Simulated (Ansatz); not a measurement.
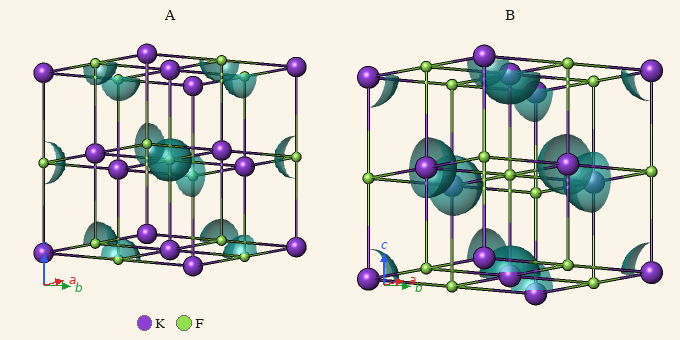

KF: densities of the states in two energy windows, as isosurfaces (each at a level of its own) in the conventional cell.

Space group Fm-3m.

Level of theory: Ansatz, DFT PBE, scalar-relativistic, plane waves, PAW.

In a PAW calculation such maps are meaningful between the atoms, not at the nuclei.

```cif
data_structure
_symmetry_space_group_name_H-M 'P 1'
_symmetry_Int_Tables_number 1
_cell_length_a 5.3437
_cell_length_b 5.3437
_cell_length_c 5.3437
_cell_angle_alpha 90.000
_cell_angle_beta 90.000
_cell_angle_gamma 90.000
_cell_volume 152.59
loop_
_atom_site_label
_atom_site_type_symbol
_atom_site_fract_x
_atom_site_fract_y
_atom_site_fract_z
_atom_site_occupancy
K1 K 0.00000 0.00000 0.00000 1
K2 K 0.50000 0.50000 0.00000 1
K3 K 0.50000 0.00000 0.50000 1
K4 K 0.00000 0.50000 0.50000 1
F1 F 0.50000 0.00000 0.00000 1
F2 F 0.00000 0.50000 0.00000 1
F3 F 0.00000 0.00000 0.50000 1
F4 F 0.50000 0.50000 0.50000 1
```

### Match the panels to the energy ranges (zero at the valence-band maximum): −10.0 to −9.3 eV and −0.8 to 0.0 eV.

Panel A: −0.8 to 0.0 eV, the whole upper valence band, mainly F 2p (over 95 %).
Panel B: −10.0 to −9.3 eV, a separate group of bands, mainly K 3p (over 95 %).
The characters are Löwdin shares on a minimal set of atomic orbitals.

Cost of the run: 3 s on 1 thread of Arm Neoverse N1 (shared host), peak memory 0.28 GiB.
